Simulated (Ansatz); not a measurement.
Consider Ni.

```
Ni
1.0
     0.00069    0.00069    2.48769
    -3.14659   -3.14659   -0.00252
     6.03766   -6.03766    0.00000
Ni
8
Direct
  0.00000 0.50000 0.00000
  0.50000 0.50000 0.50000
  0.00000 0.00000 0.50000
  0.50000 0.00000 0.00000
  0.25000 0.75000 0.25008
  0.75000 0.75000 0.75008
  0.25000 0.25000 0.75008
  0.75000 0.25000 0.25008
```

Space group Fddd; set up as Ni, beta-Sn type; a generated structure, not necessarily the stable one; changed on purpose from its base cell (volume × 1.12); computed pressure about −19 GPa in this cell; computed without spin polarisation.

These are results of DFT, r2SCAN, plane waves (500 eV) with PAW, scalar-relativistic (Ansatz), not measurements.

What can the converged valence pseudo-density and electron localisation function tell about the bonding?

Ni–Ni (2.49 Å): ρ at the midpoint is about 0.3 e/Å³; the ELF is about 0.25 at the midpoint: no localised pair shows between them.
Ni–Ni (2.55 Å): ρ at the midpoint is about 0.31 e/Å³; the ELF is about 0.25 at the midpoint; no localised pair shows between them.

Does the calculation give a band gap?

It is gapless in this calculation (a metal or semimetal).

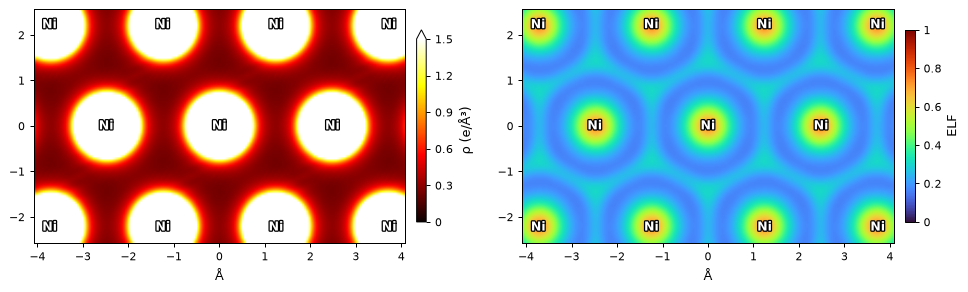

Computed valence pseudo-density and electron localisation function on the (001) plane of the conventional cell, in this order. 

In a PAW calculation such maps are meaningful between the atoms, not at the nuclei.
